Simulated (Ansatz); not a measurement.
**Geometry relaxation, with input and output: ZnSnP₂ (part 1 of 3)**

- system: ZnSnP₂ (slab, 28 atoms in the cell)
- method: DFT PBEsol, scalar-relativistic, plane waves, PAW, no spin polarisation (Ansatz 0.2.0)

The structure derives from a Materials Project entry. Figures and captions count atoms from 1; the log counts them from 0 in places.

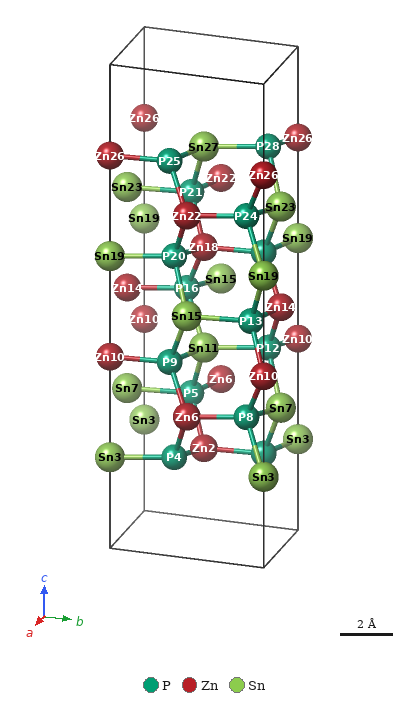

Fig. 1: The structure as given in the input (ball-and-stick view of the cell of the calculation, with the vacuum cut short, seen slightly off an axis; atoms are numbered from 1 in the order of the input).

Key numbers

| quantity | value |
| --- | --- |
| outcome | converged |
| electrons treated | 252 |
| free energy | −74975.9032 eV |
| work function, top face | 4.90 eV |
| work function, bottom face | 4.90 eV |
| Fermi energy | 1.493 eV |
| gap on the k-point mesh | 0.47 eV |
| final volume | 1216.22 Å³ |
| work function (upper face) | 4.90 eV |
| largest force (length of the vector) at the end | 0.017 eV/Å |
| hardware | 4 threads of Arm Neoverse V2, 24 GiB of memory available, shared host |
| wall time | 8.8 min (CPU time 35 min) |
| peak memory | 4.1 GiB |

The program warns: the exchange-correlation potential is rough where the density is thin.

Input file
```yaml
crystal:
  lattice:
    - [6.9009150956, 0.0, 0.0]
    - [2.3217412712, 6.4986265185, 0.0]
    - [0.0, 0.0, 27.11973575]
  atoms:
    - { symbol: P, position: [0.3872567003, 0.8627432997, 0.2765513672] }
    - { symbol: Zn, position: [0.5, 0.5, 0.2801443076] }
    - { symbol: Sn, position: [0.0, 0.0, 0.2801443076] }
    - { symbol: P, position: [0.8627432997, 0.3872567003, 0.2837372481] }
    - { symbol: P, position: [0.3627432997, 0.3872567003, 0.349836598] }
    - { symbol: Zn, position: [0.0, 0.5, 0.3534295384] }
    - { symbol: Sn, position: [0.5, 0.0, 0.3534295384] }
    - { symbol: P, position: [0.8872567003, 0.8627432997, 0.3570224789] }
    - { symbol: P, position: [0.8872567003, 0.3627432997, 0.4231218288] }
    - { symbol: Zn, position: [0.0, 0.0, 0.4267147692] }
    - { symbol: Sn, position: [0.5, 0.5, 0.4267147692] }
    - { symbol: P, position: [0.3627432997, 0.8872567003, 0.4303077097] }
    - { symbol: P, position: [0.8627432997, 0.8872567003, 0.4964070596] }
    - { symbol: Zn, position: [0.5, 0.0, 0.5] }
    - { symbol: Sn, position: [0.0, 0.5, 0.5] }
    - { symbol: P, position: [0.3872567003, 0.3627432997, 0.5035929404] }
    - { symbol: P, position: [0.3872567003, 0.8627432997, 0.5696922903] }
    - { symbol: Zn, position: [0.5, 0.5, 0.5732852308] }
    - { symbol: Sn, position: [0.0, 0.0, 0.5732852308] }
    - { symbol: P, position: [0.8627432997, 0.3872567003, 0.5768781712] }
    - { symbol: P, position: [0.3627432997, 0.3872567003, 0.6429775211] }
    - { symbol: Zn, position: [0.0, 0.5, 0.6465704616] }
    - { symbol: Sn, position: [0.5, 0.0, 0.6465704616] }
    - { symbol: P, position: [0.8872567003, 0.8627432997, 0.650163402] }
    - { symbol: P, position: [0.8872567003, 0.3627432997, 0.7162627519] }
    - { symbol: Zn, position: [0.0, 0.0, 0.7198556924] }
    - { symbol: Sn, position: [0.5, 0.5, 0.7198556924] }
    - { symbol: P, position: [0.3627432997, 0.8872567003, 0.7234486328] }
basis:
  ecutwfc: 420
kpoints:
  mp_grid: { grid: [4, 4, 1] }
hamiltonian:
  xc: pbesol
scf:
  occupations: { method: gaussian, width: 0.05 }
output:
  forces: true
  eigenvalues: true
  write_density: true
  write_potential: true
  elf: true
  volumetric_format: npy
relax:
  adjacent_minimum: "off"
  f_tol: 0.02
  max_steps: 60
efield:
  axis: 3
  dipole_correction: true
```

Command:
```bash
ansatz run input.yaml --threads 4 --pin off --max-ram 10240MiB --backend cpu --events-out ev --progress --plain --runs-dir out
```

Log
```
Engine: ansatz 0.2.0, aarch64-unknown-linux-gnu
Pseudopotentials: kind: paw
Pseudopotential: P, paw, valence charge 5, recommended cutoff 420 eV (normal), P.paw.azcp
Pseudopotential: Zn, paw, valence charge 12, recommended cutoff 420 eV (normal), Zn.paw.azcp
Pseudopotential: Sn, paw, valence charge 14, recommended cutoff 420 eV (normal), Sn.paw.azcp
Functional definition: PBEsol
  exchange = pbesol_x
  correlation = pbesol_c
Crystal: 28 atoms, lattice volume = 1216.224 Å³
Basis set: ecut = 420 eV, 23801 PW (Γ), exchange–correlation on 96×96×384 points (8 copies of the dense FFT grid, shifted against one another)
Bands: 154, of which v1, the nominal top of the filled ones, is band 126 counted from 1 (125 counted from 0)
Symmetry: 1 space group operations
k-points: 10 of 16 (time reversal used)
Non-local potential: P, projectors of the file, l = 0: 2, l = 1: 2, l = 2: 2
Non-local potential: Zn, projectors of the file, l = 0: 2, l = 1: 2, l = 2: 3, l = 3: 1
Non-local potential: Sn, projectors of the file, l = 0: 2, l = 1: 2, l = 2: 2, l = 3: 2
PAW form: soft (Blöchl's): semilocal exchange-correlation on the pseudo side does not see the compensation charge
PAW frozen core: P, regenerated for the run's functional, and the local potential with it (the file was generated under x = pbe(κ = 0.804, μ = 0.2195149727645171), c = pbe(β = 0.06672455060314922))
PAW frozen core: Zn, regenerated for the run's functional, and the local potential with it (the file was generated under x = pbe(κ = 0.804, μ = 0.2195149727645171), c = pbe(β = 0.06672455060314922))
PAW frozen core: Sn, regenerated for the run's functional, and the local potential with it (the file was generated under x = pbe(κ = 0.804, μ = 0.2195149727645171), c = pbe(β = 0.06672455060314922))
PAW one-centre angular grid: P, 110 points (default); XC on 64 Gauss nodes
PAW one-centre angular grid: Zn, 590 points (default); XC on 64 Gauss nodes
PAW one-centre angular grid: Sn, 590 points (default); XC on 64 Gauss nodes
Initial density: superposition of atomic densities (neutral atoms: chi_scale 0, normalization atom), corrected by the library's trained network
Initial wavefunctions: pseudopotential atomic-orbital guess
Functional: x = pbesol(κ = 0.804, μ = 0.12345679012345678), c = pbesol(β = 0.046)
SCF iter   1: F=—  HF=-74973.727801 eV  |F-HF|=—  |Δ(HF+E_count)|=         —  Δρ=3.02e-3  dr2=1.82e-1  ethr=1.77e-3  p=0.000 e·Å  D=8.67e-14 V/Å  ΔV_dip=-0.00 eV  dr2_dipole=9.25e-7  V_vac-E_F(+/−)=4.83/4.83 eV  ⟨swp⟩=8.1  Hψ=7233  notcnv=0  defer=157
efield: sawtooth ramp at fractional position 0.9500 (placed from the atoms, in the widest stretch of the axis that holds none; the zero of the levels goes with the place), width 0.1000; the density the first Hamiltonian is built on has a dipole p = 0.000 e·Å; the dipole correction subtracts the counter field D = 8.67e-14 V/Å, which shifts the + side's vacuum level by -0.00 eV against the − side's; the planar-averaged density in the ramp window peaks in size at 3.0e-5 e/Å³
preconditioner: auto → LDOS  [insulator: Δε(μ)=0.161 eV  Ē_g=12.921 eV  σ=0.050 eV  W_gap=0.57  n_scr=202 (ndim 8)  ℏωp=16.9 eV  f_vac=0.446  D(μ)=9.23/eV (n_scr^D=36)  ε∞_Penn≈2.7  β→1.0]
SCF iter   2: F=—  HF=-74973.705273 eV  |F-HF|=—  |Δ(HF+E_count)|=   2.25e-2  Δρ=2.53e-3  dr2=8.00e-2  ethr=7.22e-5  p=0.000 e·Å  D=8.07e-6 V/Å  ΔV_dip=-0.00 eV  dr2_dipole=2.69e-6  V_vac-E_F(+/−)=4.88/4.88 eV  ⟨swp⟩=2.3  Hψ=2881  notcnv=0  defer=205
SCF iter   3: F=—  HF=-74973.684905 eV  |F-HF|=—  |Δ(HF+E_count)|=   2.04e-2  Δρ=1.39e-3  dr2=1.85e-2  ethr=3.17e-5  p=0.000 e·Å  D=9.77e-7 V/Å  ΔV_dip=-0.00 eV  dr2_dipole=3.85e-8  V_vac-E_F(+/−)=4.86/4.86 eV  ⟨swp⟩=2.0  Hψ=2318  notcnv=0  defer=205
SCF iter   4: F=—  HF=-74973.678606 eV  |F-HF|=—  |Δ(HF+E_count)|=   6.30e-3  Δρ=3.10e-4  dr2=2.65e-3  ethr=7.35e-6  p=0.000 e·Å  D=3.30e-7 V/Å  ΔV_dip=-0.00 eV  dr2_dipole=8.49e-10  V_vac-E_F(+/−)=4.86/4.86 eV  ⟨swp⟩=2.0  Hψ=2510  notcnv=0  defer=205
SCF iter   5: F=—  HF=-74973.678691 eV  |F-HF|=—  |Δ(HF+E_count)|=   8.48e-5  Δρ=1.72e-4  dr2=6.23e-4  ethr=1.05e-6  p=-0.000 e·Å  D=-6.39e-8 V/Å  ΔV_dip=0.00 eV  dr2_dipole=3.63e-11  V_vac-E_F(+/−)=4.86/4.86 eV  ⟨swp⟩=2.0  Hψ=2159  notcnv=0  defer=204
SCF iter   6: F=—  HF=-74973.678630 eV  |F-HF|=—  |Δ(HF+E_count)|=   6.03e-5  Δρ=8.15e-5  dr2=1.07e-4  ethr=2.47e-7  p=-0.000 e·Å  D=-1.66e-7 V/Å  ΔV_dip=0.00 eV  dr2_dipole=2.57e-10  V_vac-E_F(+/−)=4.87/4.87 eV  ⟨swp⟩=2.0  Hψ=2110  notcnv=0  defer=204
SCF iter   7: F=—  HF=-74973.678623 eV  |F-HF|=—  |Δ(HF+E_count)|=   7.04e-6  Δρ=2.72e-5  dr2=1.65e-5  ethr=4.23e-8  p=-0.000 e·Å  D=-1.14e-7 V/Å  ΔV_dip=0.00 eV  dr2_dipole=1.03e-11  V_vac-E_F(+/−)=4.87/4.87 eV  ⟨swp⟩=2.0  Hψ=2200  notcnv=0  defer=204
SCF iter   8: F=-74973.678626 eV  HF=-74973.678627 eV  |F-HF|=1.13e-6  |Δ(HF+E_count)|=   3.93e-6  Δρ=1.22e-5  dr2=2.94e-6  ethr=3.97e-9  p=-0.000 e·Å  D=-3.40e-8 V/Å  ΔV_dip=0.00 eV  dr2_dipole=1.88e-11  V_vac-E_F(+/−)=4.87/4.87 eV  ⟨swp⟩=25.6  Hψ=19754  notcnv=0
SCF 1 converged in 8 iterations: F = -74973.678626 eV  dr2 = 2.94e-6
  greatest PAW one-centre occupation: 0.992 electrons in one spin orbital (limit 2), on the Sn atom at site 2 (counted from 0), in its partial waves of l = 2
relax step   1: F+E_penalty+E_count = -74973.67862609 eV  Δ(F+E_penalty+E_count) = +0.000e0 eV  max|allowed force component| = 1.108e0 eV/Å  Δτ_max = 0.0000 Å  (8 SCF iters, dr2 threshold 1.00e-5 eV, accepted)
Initial density: handed on by an earlier stage of this run
Initial wavefunctions: those handed on with the density
iter 1 solved again at ethr=2.05e-4 eV; its pass at ethr=3.10e-3 eV (dr2=5.18e-1 eV) is discarded
SCF iter   1: F=—  HF=-74974.979653 eV  |F-HF|=—  |Δ(HF+E_count)|=         —  Δρ=4.50e-3  dr2=5.21e-1  ethr=2.05e-4  p=-0.000 e·Å  D=-3.40e-8 V/Å  ΔV_dip=0.00 eV  dr2_dipole=2.11e-11  V_vac-E_F(+/−)=4.74/4.74 eV  ⟨swp⟩=1.2  Hψ=6382  notcnv=0  defer=198
efield: sawtooth ramp at fractional position 0.9500 (handed on by an earlier solve), width 0.1000; the density the first Hamiltonian is built on has a dipole p = -0.000 e·Å; the dipole correction subtracts the counter field D = -3.40e-8 V/Å, which shifts the + side's vacuum level by +0.00 eV against the − side's; the planar-averaged density in the ramp window peaks in size at 3.9e-6 e/Å³
preconditioner: auto → Resta (q_TF=auto, 2.099 Å⁻¹)  ε∞=2.7  [insulator: Δε(μ)=0.339 eV  Ē_g=12.979 eV  σ=0.050 eV  W_gap=1.00  n_scr=202 (ndim 8)  ℏωp=16.9 eV  f_vac=0.450  D(μ)=0.00/eV (n_scr^D=0)  ε∞_Penn≈2.7  vacuum switching on, ρ_ref=1.2e-2 e/Å³]
SCF iter   2: F=—  HF=-74974.879492 eV  |F-HF|=—  |Δ(HF+E_count)|=   1.00e-1  Δρ=2.00e-3  dr2=1.12e-1  ethr=2.05e-4  p=-0.000 e·Å  D=-4.38e-7 V/Å  ΔV_dip=0.00 eV  dr2_dipole=3.57e-10  V_vac-E_F(+/−)=4.72/4.72 eV  ⟨swp⟩=3.8  Hψ=2740  notcnv=0  defer=198
SCF iter   3: F=—  HF=-74974.870918 eV  |F-HF|=—  |Δ(HF+E_count)|=   8.57e-3  Δρ=1.16e-3  dr2=5.72e-2  ethr=4.43e-5  p=0.000 e·Å  D=1.45e-6 V/Å  ΔV_dip=-0.00 eV  dr2_dipole=1.79e-9  V_vac-E_F(+/−)=4.83/4.83 eV  ⟨swp⟩=2.7  Hψ=1735  notcnv=0  defer=198
SCF iter   4: F=—  HF=-74974.867028 eV  |F-HF|=—  |Δ(HF+E_count)|=   3.89e-3  Δρ=5.43e-4  dr2=1.25e-2  ethr=2.27e-5  p=-0.000 e·Å  D=-2.26e-6 V/Å  ΔV_dip=0.00 eV  dr2_dipole=7.18e-9  V_vac-E_F(+/−)=4.80/4.80 eV  ⟨swp⟩=2.0  Hψ=1805  notcnv=0  defer=210
SCF iter   5: F=—  HF=-74974.866303 eV  |F-HF|=—  |Δ(HF+E_count)|=   7.25e-4  Δρ=1.82e-4  dr2=4.49e-4  ethr=4.94e-6  p=0.000 e·Å  D=5.19e-6 V/Å  ΔV_dip=-0.00 eV  dr2_dipole=3.58e-8  V_vac-E_F(+/−)=4.82/4.82 eV  ⟨swp⟩=2.0  Hψ=1645  notcnv=0  defer=210
SCF iter   6: F=—  HF=-74974.866464 eV  |F-HF|=—  |Δ(HF+E_count)|=   1.61e-4  Δρ=8.70e-5  dr2=1.48e-4  ethr=1.78e-7  p=-0.000 e·Å  D=-2.45e-5 V/Å  ΔV_dip=0.00 eV  dr2_dipole=8.10e-7  V_vac-E_F(+/−)=4.83/4.83 eV  ⟨swp⟩=2.8  Hψ=2199  notcnv=0  defer=210
SCF iter   7: F=-74974.866460 eV  HF=-74974.866474 eV  |F-HF|=1.41e-5  |Δ(HF+E_count)|=   9.69e-6  Δρ=3.71e-5  dr2=2.19e-5  ethr=3.05e-8  p=0.000 e·Å  D=6.22e-5 V/Å  ΔV_dip=-0.00 eV  dr2_dipole=4.99e-6  V_vac-E_F(+/−)=4.83/4.83 eV  ⟨swp⟩=22.3  Hψ=18379  notcnv=0
SCF 2 converged in 7 iterations: F = -74974.866460 eV  dr2 = 2.19e-5
[... from here on the iterations of each SCF are left out, up to the last one ...]
relax step   2: F+E_penalty+E_count = -74974.86645991 eV  Δ(F+E_penalty+E_count) = -1.188e0 eV  max|allowed force component| = 8.397e-1 eV/Å  Δτ_max = 0.1909 Å  (7 SCF iters, dr2 threshold 7.67e-5 eV, accepted)
efield: sawtooth ramp at fractional position 0.9500 (handed on by an earlier solve), width 0.1000; the density the first Hamiltonian is built on has a dipole p = 0.000 e·Å; the dipole correction subtracts the counter field D = 6.22e-5 V/Å, which shifts the + side's vacuum level by -0.00 eV against the − side's; the planar-averaged density in the ramp window peaks in size at 1.1e-6 e/Å³
preconditioner: auto → Resta (q_TF=auto, 2.099 Å⁻¹)  ε∞=2.7  [insulator: Δε(μ)=0.521 eV  Ē_g=13.000 eV  σ=0.050 eV  W_gap=1.00  n_scr=202 (ndim 8)  ℏωp=16.9 eV  f_vac=0.453  D(μ)=0.00/eV (n_scr^D=0)  ε∞_Penn≈2.7  vacuum switching on, ρ_ref=1.2e-2 e/Å³]
SCF 3 converged in 7 iterations: F = -74975.586692 eV  dr2 = 1.76e-5
  Residual-converged pass: ⟨swp⟩=1.0  Hψ=1580  notcnv=0  max |occ|·‖R‖ = 7.1e-9 eV (tolerance 1.0e-8 eV)  dr2=1.76e-5  dr2_onsite=7.73e-6  max |Δocc| = 1.0e-20
relax step   3: F+E_penalty+E_count = -74975.58669208 eV  Δ(F+E_penalty+E_count) = -7.202e-1 eV  max|allowed force component| = 5.310e-1 eV/Å  Δτ_max = 0.1951 Å  (7 SCF iters, dr2 threshold 4.41e-5 eV, accepted)
efield: sawtooth ramp at fractional position 0.9500 (handed on by an earlier solve), width 0.1000; the density the first Hamiltonian is built on has a dipole p = -0.000 e·Å; the dipole correction subtracts the counter field D = -2.73e-5 V/Å, which shifts the + side's vacuum level by +0.00 eV against the − side's; the planar-averaged density in the ramp window peaks in size at 4.5e-6 e/Å³
preconditioner: auto → Resta (q_TF=auto, 2.099 Å⁻¹)  ε∞=2.7  [insulator: Δε(μ)=0.505 eV  Ē_g=13.017 eV  σ=0.050 eV  W_gap=1.00  n_scr=202 (ndim 8)  ℏωp=16.9 eV  f_vac=0.458  D(μ)=0.00/eV (n_scr^D=0)  ε∞_Penn≈2.7  vacuum switching on, ρ_ref=1.2e-2 e/Å³]
SCF 4 converged in 6 iterations: F = -74975.873169 eV  dr2 = 6.38e-5
  Residual-converged pass: ⟨swp⟩=1.1  Hψ=1581  notcnv=0  max |occ|·‖R‖ = 6.9e-9 eV (tolerance 1.0e-8 eV)  dr2=6.38e-5  dr2_onsite=9.90e-6  max |Δocc| = 3.0e-20
relax step   4: F+E_penalty+E_count = -74975.87316885 eV  Δ(F+E_penalty+E_count) = -2.865e-1 eV  max|allowed force component| = 2.071e-1 eV/Å  Δτ_max = 0.1949 Å  (6 SCF iters, dr2 threshold 1.00e-4 eV, accepted)
efield: sawtooth ramp at fractional position 0.9500 (handed on by an earlier solve), width 0.1000; the density the first Hamiltonian is built on has a dipole p = 0.001 e·Å; the dipole correction subtracts the counter field D = 2.18e-4 V/Å, which shifts the + side's vacuum level by -0.01 eV against the − side's; the planar-averaged density in the ramp window peaks in size at 3.3e-6 e/Å³
preconditioner: auto → Resta (q_TF=auto, 2.099 Å⁻¹)  ε∞=2.7  [insulator: Δε(μ)=0.479 eV  Ē_g=13.043 eV  σ=0.050 eV  W_gap=1.00  n_scr=202 (ndim 8)  ℏωp=16.9 eV  f_vac=0.459  D(μ)=0.00/eV (n_scr^D=0)  ε∞_Penn≈2.7  vacuum switching on, ρ_ref=1.2e-2 e/Å³]
SCF 5 converged in 7 iterations: F = -74975.898909 eV  dr2 = 1.60e-6
relax step   5: F+E_penalty+E_count = -74975.89890931 eV  Δ(F+E_penalty+E_count) = -2.574e-2 eV  max|allowed force component| = 7.788e-2 eV/Å  Δτ_max = 0.0469 Å  (7 SCF iters, dr2 threshold 6.53e-6 eV, accepted)
efield: sawtooth ramp at fractional position 0.9500 (handed on by an earlier solve), width 0.1000; the density the first Hamiltonian is built on has a dipole p = -0.000 e·Å; the dipole correction subtracts the counter field D = -1.67e-5 V/Å, which shifts the + side's vacuum level by +0.00 eV against the − side's; the planar-averaged density in the ramp window peaks in size at 1.7e-6 e/Å³
preconditioner: auto → Resta (q_TF=auto, 2.099 Å⁻¹)  ε∞=2.7  [insulator: Δε(μ)=0.471 eV  Ē_g=13.042 eV  σ=0.050 eV  W_gap=1.00  n_scr=202 (ndim 8)  ℏωp=16.9 eV  f_vac=0.457  D(μ)=0.00/eV (n_scr^D=0)  ε∞_Penn≈2.7  vacuum switching on, ρ_ref=1.2e-2 e/Å³]
SCF 6 converged in 8 iterations: F = -74975.894845 eV  dr2 = 1.40e-7
relax step   6: F+E_penalty+E_count = -74975.89484455 eV  Δ(F+E_penalty+E_count) = +4.065e-3 eV  max|allowed force component| = 7.440e-2 eV/Å  Δτ_max = 0.0650 Å  (8 SCF iters, dr2 threshold 8.58e-7 eV, rejected (line search))
SCF iter   1: F=—  HF=-74975.905905 eV  |F-HF|=—  |Δ(HF+E_count)|=         —  Δρ=8.89e-4  dr2=1.07e-2  ethr=3.96e-5  p=-0.000 e·Å  D=-6.01e-6 V/Å  ΔV_dip=0.00 eV  dr2_dipole=4.99e-8  V_vac-E_F(+/−)=4.90/4.90 eV  ⟨swp⟩=4.0  Hψ=3230  notcnv=0  defer=197
efield: sawtooth ramp at fractional position 0.9500 (handed on by an earlier solve), width 0.1000; the density the first Hamiltonian is built on has a dipole p = -0.000 e·Å; the dipole correction subtracts the counter field D = -6.01e-6 V/Å, which shifts the + side's vacuum level by +0.00 eV against the − side's; the planar-averaged density in the ramp window peaks in size at 2.7e-6 e/Å³
preconditioner: auto → Resta (q_TF=auto, 2.099 Å⁻¹)  ε∞=2.7  [insulator: Δε(μ)=0.463 eV  Ē_g=13.037 eV  σ=0.050 eV  W_gap=1.00  n_scr=202 (ndim 8)  ℏωp=16.9 eV  f_vac=0.458  D(μ)=0.00/eV (n_scr^D=0)  ε∞_Penn≈2.7  vacuum switching on, ρ_ref=1.2e-2 e/Å³]
SCF iter   2: F=—  HF=-74975.903218 eV  |F-HF|=—  |Δ(HF+E_count)|=   2.69e-3  Δρ=4.33e-4  dr2=1.92e-3  ethr=4.23e-6  p=0.000 e·Å  D=1.92e-5 V/Å  ΔV_dip=-0.00 eV  dr2_dipole=1.25e-7  V_vac-E_F(+/−)=4.91/4.91 eV  ⟨swp⟩=2.6  Hψ=2732  notcnv=0  defer=197
SCF iter   3: F=—  HF=-74975.902997 eV  |F-HF|=—  |Δ(HF+E_count)|=   2.21e-4  Δρ=1.46e-4  dr2=1.59e-3  ethr=7.61e-7  p=-0.000 e·Å  D=-5.68e-5 V/Å  ΔV_dip=0.00 eV  dr2_dipole=1.82e-6  V_vac-E_F(+/−)=4.89/4.89 eV  ⟨swp⟩=2.0  Hψ=2066  notcnv=0  defer=197
SCF iter   4: F=—  HF=-74975.902826 eV  |F-HF|=—  |Δ(HF+E_count)|=   1.71e-4  Δρ=6.20e-5  dr2=1.27e-4  ethr=6.32e-7  p=0.000 e·Å  D=3.82e-5 V/Å  ΔV_dip=-0.00 eV  dr2_dipole=7.21e-7  V_vac-E_F(+/−)=4.91/4.91 eV  ⟨swp⟩=2.0  Hψ=1638  notcnv=0  defer=197
SCF iter   5: F=—  HF=-74975.902829 eV  |F-HF|=—  |Δ(HF+E_count)|=   2.61e-6  Δρ=2.32e-5  dr2=7.19e-6  ethr=5.05e-8  p=-0.000 e·Å  D=-3.96e-5 V/Å  ΔV_dip=0.00 eV  dr2_dipole=9.82e-7  V_vac-E_F(+/−)=4.90/4.90 eV  ⟨swp⟩=2.9  Hψ=2117  notcnv=0  defer=197
SCF iter   6: F=—  HF=-74975.903166 eV  |F-HF|=—  |Δ(HF+E_count)|=   3.38e-4  Δρ=9.16e-6  dr2=2.69e-6  ethr=2.85e-9  p=0.000 e·Å  D=5.72e-5 V/Å  ΔV_dip=-0.00 eV  dr2_dipole=1.68e-6  V_vac-E_F(+/−)=4.90/4.90 eV  ⟨swp⟩=2.6  Hψ=2269  notcnv=0  defer=197
SCF iter   7: F=—  HF=-74975.903166 eV  |F-HF|=—  |Δ(HF+E_count)|=   1.24e-7  Δρ=4.64e-6  dr2=5.86e-7  ethr=1.07e-9  p=-0.000 e·Å  D=-2.15e-5 V/Å  ΔV_dip=0.00 eV  dr2_dipole=2.98e-7  V_vac-E_F(+/−)=4.90/4.90 eV  ⟨swp⟩=2.0  Hψ=1694  notcnv=0  defer=197
SCF iter   8: F=-74975.903166 eV  HF=-74975.903166 eV  |F-HF|=1.75e-10  |Δ(HF+E_count)|=   2.11e-8  Δρ=2.53e-6  dr2=6.77e-8  ethr=3.97e-11  p=0.000 e·Å  D=1.24e-6 V/Å  ΔV_dip=-0.00 eV  dr2_dipole=1.18e-10  V_vac-E_F(+/−)=4.90/4.90 eV  ⟨swp⟩=18.8  Hψ=15121  notcnv=0
SCF 7 converged in 8 iterations: F = -74975.903166 eV  dr2 = 6.77e-8
relax step   7: F+E_penalty+E_count = -74975.90316624 eV  Δ(F+E_penalty+E_count) = -4.257e-3 eV  max|allowed force component| = 1.684e-2 eV/Å  Δτ_max = 0.0316 Å  (8 SCF iters, accepted)
```

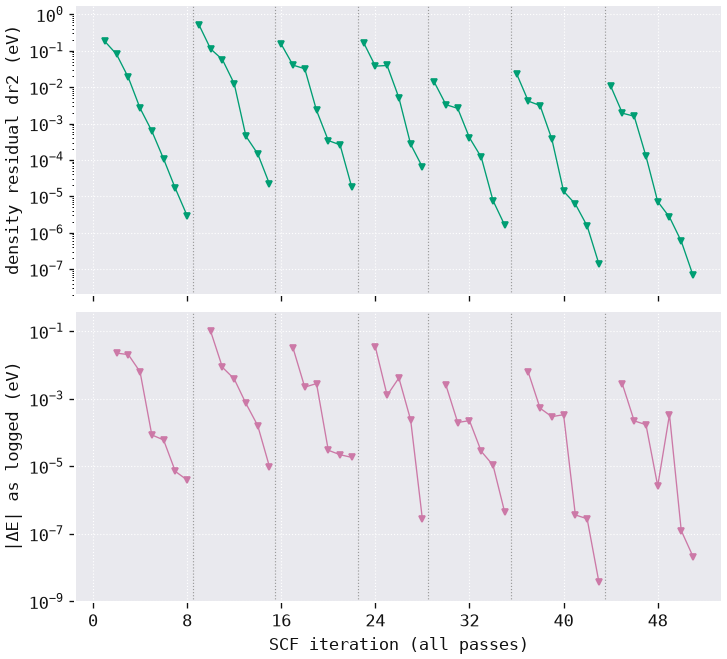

Fig. 2: Convergence of the self-consistent field: density residual dr2 and size of the energy change against the SCF iteration. The dotted lines part the SCF passes of the relaxation: geometry steps, rejected trials and re-solves on a re-selected basis. The 7 passes take 6 to 8 iterations each, 51 in all.
